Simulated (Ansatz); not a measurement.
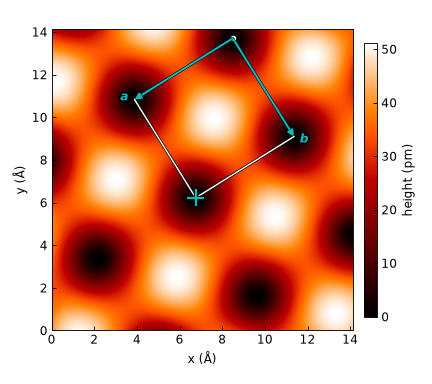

Constant-current image at a set point of 6.4 × 10⁻⁷ e/Å³, sample bias −0.25 V, of Ir(100) (Fm-3m bulk, 4 atomic planes (those closer than 0.6 Å count as one), 6 Å) with one defect or adsorbate in every 2 × 2 cell; the cross marks its site, and a white outline, where drawn, is that cell.

Model: Tersoff–Hamann, s-wave tip, no tip–sample forces. Bias windows are sharp sums over the levels of the k mesh.

Theory: DFT PBE, scalar-relativistic, plane waves, PAW in Ansatz 0.2.0. Cutoff 420 eV, 9 × 9 k-points, Gaussian smearing 0.1 eV, dipole correction. The slab is a cut without reconstruction beyond its cell, at the source's lattice constants, with its lower half held fixed and the rest relaxed. The defects repeat every 5.4 Å and interact, so states at the Fermi level and the work function belong to this dense array. No spin polarisation. Spin–orbit coupling is left out; with Ir it can shift levels and gaps. The run couldn't confirm all of its levels under its output density. The run warns that the functional's potential is rough in the thin density of the vacuum, where the tip is; weak contrasts and barriers may feel it.

The feature is an Ir vacancy. How does it appear?

Its site appears as a depression about 49 pm deep against the mean of the area farther than 3.1 Å from it. The brightest spots lie over the top Ir atoms away from the vacancy; the darkest points are over the vacancy.

The relaxed structure:

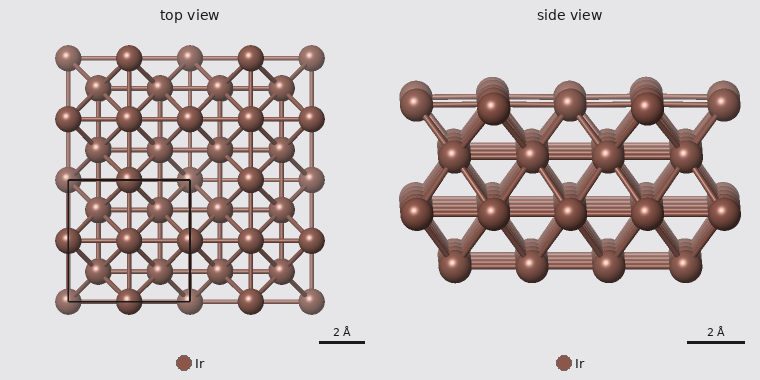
